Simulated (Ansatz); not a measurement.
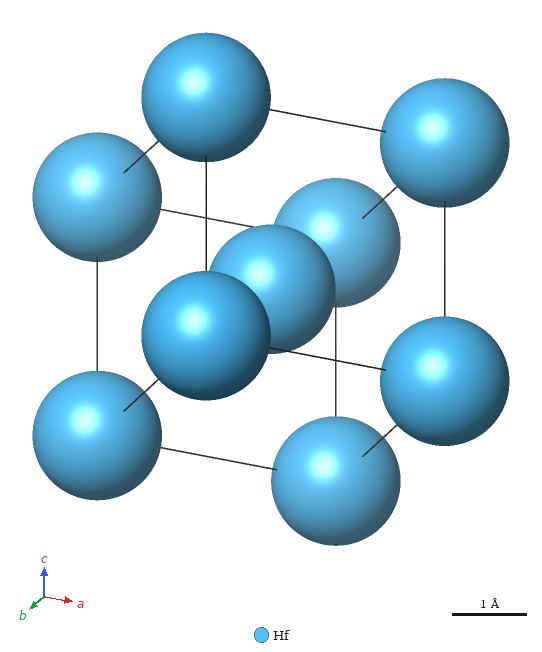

Reference structure: a crystal of Hf (set up in Im-3m). A spheres-only model of the conventional cell (2 times the calculation's cell), seen from a free direction. Lengths and directions refer to the drawn axes.

Method: DFT PBE, scalar-relativistic, plane waves, PAW in Ansatz 0.2.0. Settings: plane-wave cutoff 420 eV; k-point mesh 16 × 16 × 16; occupations gaussian; smearing width 0.1 eV; no spin polarisation.

Now this is done to it. All lengths are scaled by −3.1 % (volume −9.0 %), the atoms keeping their fractional coordinates. No relaxation follows.

What does the calculation give for the changed structure?

It costs 65.2 meV per atom. The pressure goes from 0.0 to 11.2 GPa. All forces vanish by symmetry. It is metallic before and after. Some distances before and after: Hf–Hf 3.545 → 3.435 Å, Hf–Hf 3.070 → 2.975 Å. The space group stays Im-3m (No. 229).

The changed structure in the same view:

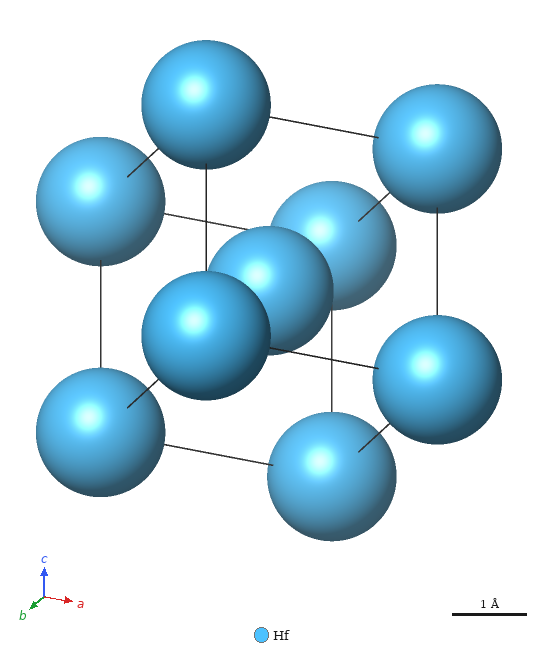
